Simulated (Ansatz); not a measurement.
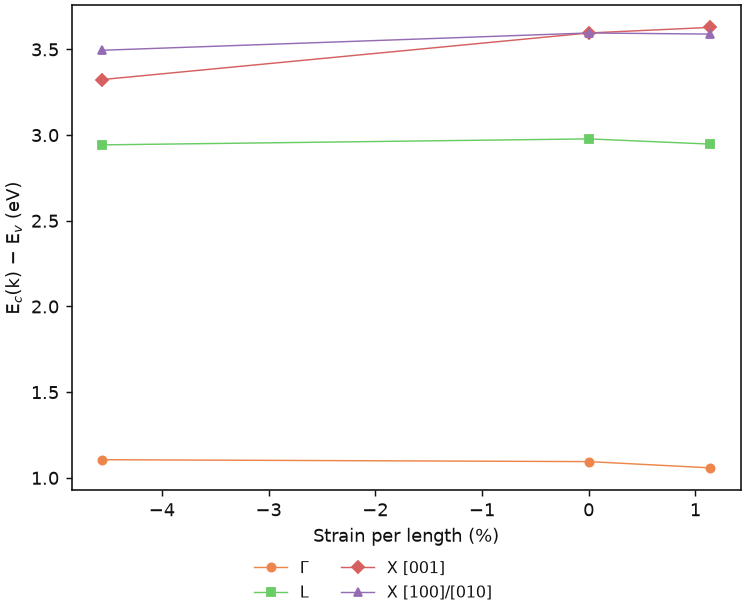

Lowest conduction level at each named k point, counted from the valence-band top at Γ.

System: zincblende CdS, space group F-43m, 2 atoms in the primitive cell, relaxed with r2SCAN; unstrained, cubic a = 5.878 Å. The cell is strained along z with the other two lengths held; symmetry fixes the atoms. Points keep the names of the unstrained cell; those that the strain makes unlike carry their directions on the cubic axes x, y, z. Method: PBE, Ansatz PAW set, no spin polarisation, no spin-orbit coupling, 8×8×8 k mesh, 420 eV cutoff, Fermi-Dirac smearing of 0.02 eV (Ansatz 0.2.0).

Question: How does the strain split the X points of the conduction band?

Answer: Unstrained, the X points are equivalent. At −4.56 % the lowest conduction level is 3.32 eV at X [001] and 3.49 eV at X [100]/[010] above the valence top, a splitting of 0.17 eV, or 38 meV for each 1 % of strain on average.

Question: Which of these conduction levels is lowest, and does that change?

Answer: The lowest is the one at Γ, over the whole range, so among these points the gap stays direct.

The values:
| strain | Γ (eV) | L (eV) | X [001] (eV) | X [100]/[010] (eV) |
| --- | --- | --- | --- | --- |
| −4.56 % | 1.11 | 2.94 | 3.32 | 3.49 |
| 0 % | 1.09 | 2.98 | 3.60 | 3.60 |
| +1.14 % | 1.06 | 2.95 | 3.63 | 3.59 |

The strain splits the threefold valence top at Γ, and levels count from its highest part. LDA, GGA and most meta-GGA functionals understate gaps. The usual form of CdS is wurtzite, though both occur.
